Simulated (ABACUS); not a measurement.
**Energy of CoO along an even scaling of the cell**

System: CoO (2 atoms in the cell).
Method: Kohn-Sham DFT of a periodic cell, PBE, PseudoDojo NC SR 0.4.1 PBE standard, spin-polarised (ABACUS 3.10.1).

The 7 runs differ only in the geometry, by an even scaling of the cell at fixed fractional positions. The structure derives from a Materials Project entry.

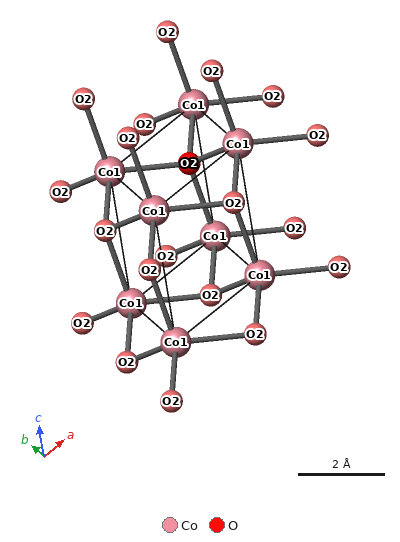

Figure 1. The structure of run 4 (ball-and-stick view of the cell of the calculation, seen slightly off an axis; neighbours outside the cell are drawn fainter; atoms are numbered from 1 in the order of the input).

## Input file of run 4
```
INPUT_PARAMETERS
suffix              CoO
calculation         scf
basis_type          lcao
pseudo_dir          ./
orbital_dir         ./
symmetry            1
dft_functional      pbe
ecutwfc             100
pseudo_rcut         10
nspin               2
nbands              17
ks_solver           genelpa
smearing_method     fd
smearing_sigma      0.00367493
scf_thr             1e-07
scf_nmax            100
mixing_type         broyden
mixing_beta         0.4
cal_force           1
cal_stress          1
out_mul             1
out_chg             1
out_pot             2
out_elf             1
```

## File STRU of run 4
```
ATOMIC_SPECIES
Co 58.9332 Co.upf
O 15.9990 O.upf

NUMERICAL_ORBITAL
Co_confined-atom_7au_3s2p2d1f.orb
O_confined-atom_6au_2s2p1d.orb

LATTICE_CONSTANT
1.8897261246

LATTICE_VECTORS
1.6022198417 0.9250420569 2.5664708903
-1.6022198417 0.9250420569 2.5664708903
0.0000000000 -1.8500841138 2.5664708903

ATOMIC_POSITIONS
Direct

Co
0.0
1
0.9989783200 0.9989783200 0.9989783200 1 1 1 mag 2

O
0.0
1
0.7510210300 0.7510210300 0.7510210300 1 1 1 mag 0
```

## File KPT of run 4
```
K_POINTS
0
Gamma
10 10 10 0 0 0
```

Command:
```bash
OMP_NUM_THREADS=1 mpirun -np 4 abacus > log
```

Run 6 differs from it as follows:
```diff
-out_chg             1
-out_pot             2
-out_elf             1
-1.6022198417 0.9250420569 2.5664708903
--1.6022198417 0.9250420569 2.5664708903
-0.0000000000 -1.8500841138 2.5664708903
+1.6233040996 0.9372150589 2.6002441171
+-1.6233040996 0.9372150589 2.6002441171
+0.0000000000 -1.8744301178 2.6002441171
```

## Results, with one run withheld

| run | volume per atom (Å³) | free energy per atom, from the lowest run given (meV) | pressure (GPa) |
| --- | --- | --- | --- |
| 1 | 10.727 | 24.22 | 9.79 |
| 2 | 10.955 | 12.23 | 7.02 |
| 3 | 11.183 | 4.29 | 4.20 |
| 4 | 11.411 | 0.24 | 1.46 |
| 5 | 11.640 | 0.00 | −1.12 |
| 6 | 11.868 | ? | ? |
| 7 | 12.096 | 9.90 | −5.74 |

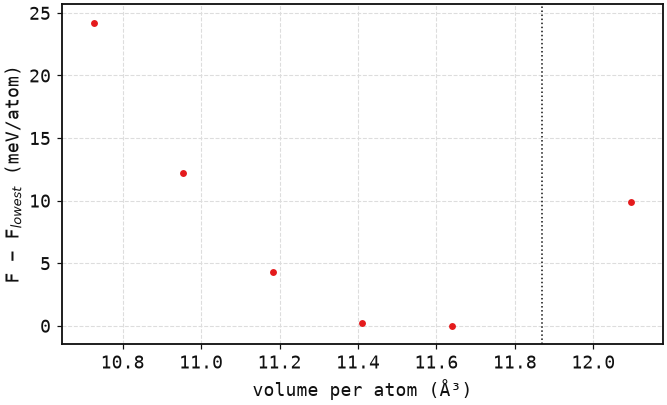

Figure 2. Free energy per atom of the runs given; the dotted line marks run 6.

Estimate the energy of run 6 from the others.

A cubic polynomial in V^(−2/3) (the Birch–Murnaghan form), fitted to the 6 runs given, misses them by at most 0.03 meV per atom. With x = V^(−2/3) − 0.19834 Å⁻², it reads F = 1.399 + 1357.2 x + 2.5929e+05 x² − 1.761e+06 x³ (meV per atom). At run 6 it gives 3.25 meV per atom, and the run itself gives 3.35. The slope of the fit gives a pressure −dF/dV of −3.51 GPa there, and the run prints −3.52 GPa. The fit has its minimum at 11.543 Å³ per atom, where V d²F/dV² gives 129 GPa. Cell shape and fractional positions are held, so this is the stiffness under even scaling; the relaxed bulk modulus wasn't computed.

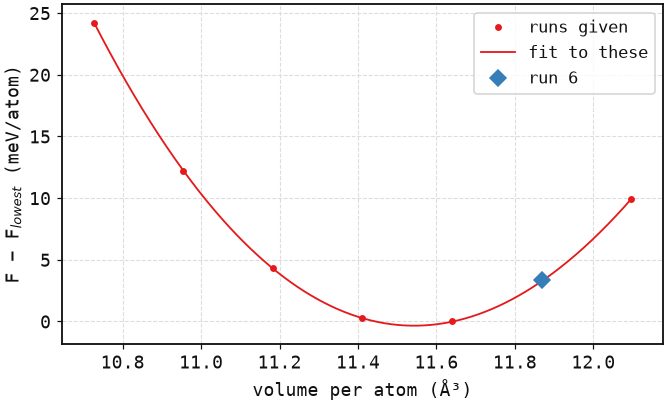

Figure 3. The fit and the withheld run.

## Some lines of the output (run 6)
```
[...]
 E_Fermi        0.7825199221         10.6467297385
 E_Fermi        0.7825823316         10.6475788642
 E_Fermi        0.7825949040         10.6477499203
 E_Fermi        0.7826043683         10.6478786890
 E_Fermi        0.7826082592         10.6479316272
 E_Fermi        0.7826088412         10.6479395450
 E_Fermi        0.7826099419         10.6479545216
 E_Fermi        0.7826108046         10.6479662585
 E_KS(sigma->0) -339.0758110093      -4613.3630836982
 E_Fermi        0.7826107209         10.6479651198
 final etot is -4613.3708094 eV
 EFERMI = 10.64796512 eV
 TOTAL-PRESSURE: -35.198374 KBAR
 !FINAL_ETOT_IS -4613.3708093648847353 eV
```

Notes: Points of doubt noted for this run: home made orbitals.
